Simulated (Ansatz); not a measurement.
Input of the run:

```
crystal:
  lattice:
    - [0.0, 1.9948717717, 1.9948717717]
    - [1.9948717717, 0.0, 1.9948717717]
    - [1.9948717717, 1.9948717717, 0.0]
  atoms:
    - { symbol: Li, position: [0.0, 0.0, 0.0] }
    - { symbol: F, position: [0.5, 0.5, 0.5] }
kpoints:
  mp_grid: { grid: [8, 8, 8] }
  band_path:
    path:
      - [0.0, 0.0, 0.0]
      - [0.5, 0.0, 0.5]
      - [0.625, 0.25, 0.625]
      - [0.375, 0.375, 0.75]
      - [0.5, 0.5, 0.5]
      - [0.5, 0.25, 0.75]
      - [-0.0625, 0.0, 0.0625]
    npoints: 1
hamiltonian:
  xc: hse06
scf:
  occupations: { method: fixed }
  n_extra_bands: 4
output:
  forces: true
  stress: true
  eigenvalues: true
```

Launched with:
```bash
ansatz run input.yaml --threads 2 --pin off --max-ram 2211MiB --backend cpu --events-out ev --progress --plain --runs-dir out
```

What will the density of states look like?

There is a gap; over the k points computed it is 11.67 eV (direct among those points). The upper group of valence states starts about 3.2 eV under the valence-band top, with a gap beneath it; it holds about 6 electrons a cell. Within the window shown, the tallest peak of the filled states lies 0.5 eV under the valence-band top, at about 3.3 states per eV and cell.

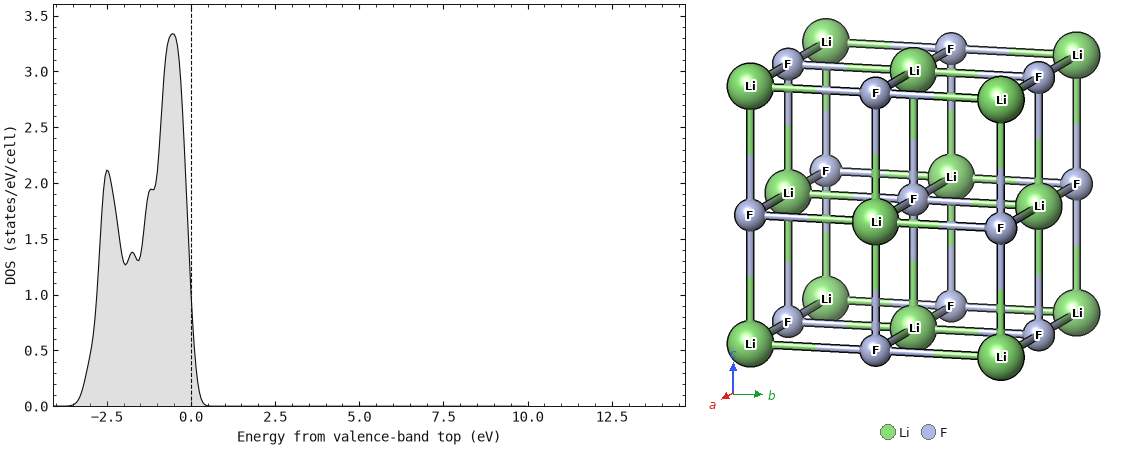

Density of states, beside the structure. Energies are counted from the top of the valence band. The curve is built from the levels of the k mesh with Gaussians 0.4 eV wide, which also blur the band edges.
